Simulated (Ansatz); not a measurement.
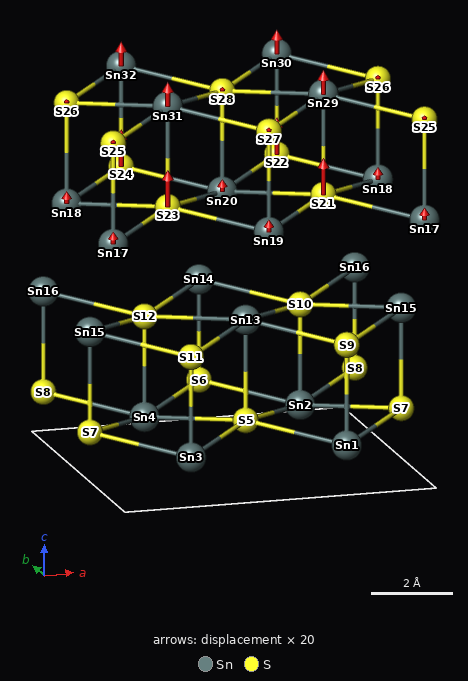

A constrained relaxation of a slab of composition SnS (cut from the Cmcm phase). The starting structure is drawn; red arrows show the displacements, 20 times their true length.

A ball-and-stick model of the cell of the calculation, outlined in the plane, without the vacuum, seen slightly off an axis.

Case: clean slab, lower planes held. The slab is the (0 1 0) face of SnS. 16 atoms are held fixed.

The calculation used DFT PBE+D3(BJ), scalar-relativistic, plane waves, PAW in Ansatz. Set-up: plane-wave cutoff 420 eV; k-point mesh 2 × 2 × 1; occupations gaussian; smearing width 0.05 eV; no spin polarisation; dipole correction; atoms relaxed in a fixed cell; force threshold 0.03 eV/Å; at most 70 steps.

Question: Atoms of which element are displaced furthest, and by how much?

Answer: Sulfur: up to 0.048 Å, against 0.032 Å for tin.

Question: What happened in the run?

Answer: The largest moves, 0.048 Å, are those of S21, S22, S23 and S24. S21 goes along the normal (+c). Largest moves by element: S 0.048 Å, Sn 0.032 Å. The lattice vectors keep their values. Some distances before and after: S21–Sn29 2.598 → 2.582 Å, Sn17–S25 2.598 → 2.587 Å. After 2 geometry steps the energy has fallen by 7.2 meV per cell of the calculation. The largest force component goes from 0.11 to 0.015 eV/Å. Cost: 2.1 min on 4 threads of Arm Neoverse V1, on a shared host, peak memory 5.6 GiB.
